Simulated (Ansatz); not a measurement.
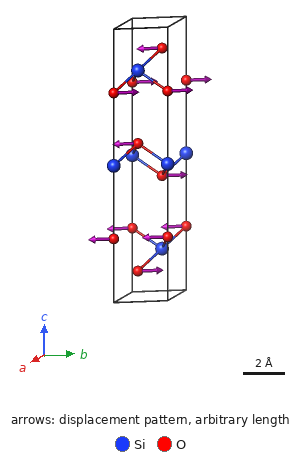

The lowest optical mode of a crystal of SiO$_{2}$ (a generated structure), space group R-3m (No. 166), at the zone centre. Displacements are drawn as purple arrows; their common scale and sign are arbitrary. The picture is a ball-and-stick view of the conventional cell (3 times the calculation's cell), seen slightly off an axis. Lengths and directions refer to the drawn axes.

The calculation used DFT PBE+D3(BJ), scalar-relativistic, plane waves, PAW in Ansatz 0.2.0. Set-up: plane-wave cutoff 420 eV; k-point mesh 12 × 12 × 12; occupations fixed; no spin polarisation.

Frequencies are those without the non-analytic (LO–TO) term.

Is this crystal at a minimum with respect to the drawn distortion?

Yes: this softest mode has a real frequency, and so have all others here. That speaks for this wave vector alone: the rest of the zone wasn't checked in this run. This is the E_g mode (doubly degenerate; one member of the set is drawn) at 16.1 THz, the lowest optical level, Raman-active by symmetry. The Si atoms stay at rest; all motion is along b; atoms of one kind move against one another, with no net shift of their sublattice.
